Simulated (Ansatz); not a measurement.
CdS

```
CELL_PARAMETERS angstrom
4.16456 0.00000 0.00000
-2.08228 3.60661 0.00000
0.00000 0.00000 6.76624
ATOMIC_POSITIONS crystal
Cd 0.66667 0.33333 0.50005
Cd 0.33333 0.66667 0.00005
S 0.66667 0.33333 0.87695
S 0.33333 0.66667 0.37695
```

Space group P6₃mc; a structure from a database of computed crystals, not necessarily the ambient phase; started from the database structure prototype, which need not be the ambient phase.

Level of theory: DFT, HSE06, plane waves, PAW in Ansatz.

### What can the converged valence pseudo-density and electron localisation function tell about the bonding?

Cd–S (2.55 Å): the density is about 0.4 e/Å³ at the midpoint; the ELF peaks at about 0.90 in the valence shell of S, 0.9 Å from its nucleus, and is about 0.35 at the midpoint.

### Metal or insulator at this level of theory?

It is gapped, with a Kohn–Sham gap of 2.2 eV on the k-point mesh (the band edges may lie off the mesh, which would make the gap smaller).

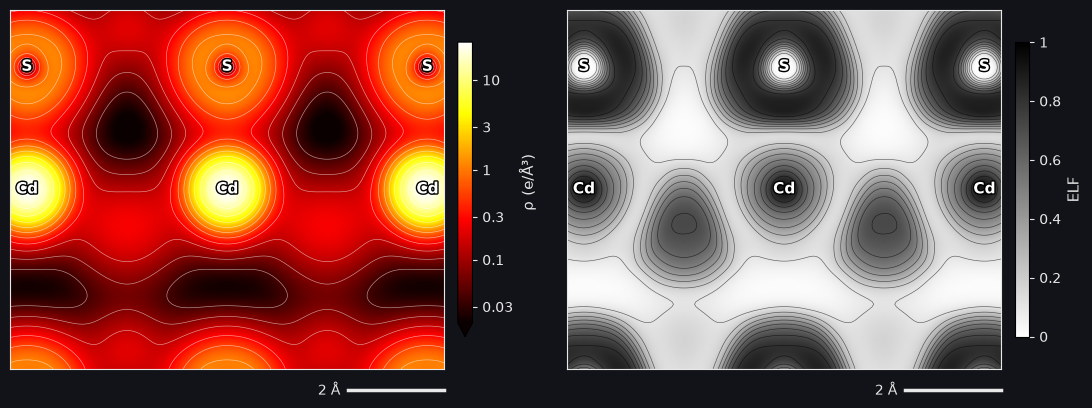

Computed valence pseudo-density and electron localisation function on the (010) plane of the conventional cell, in this order. 
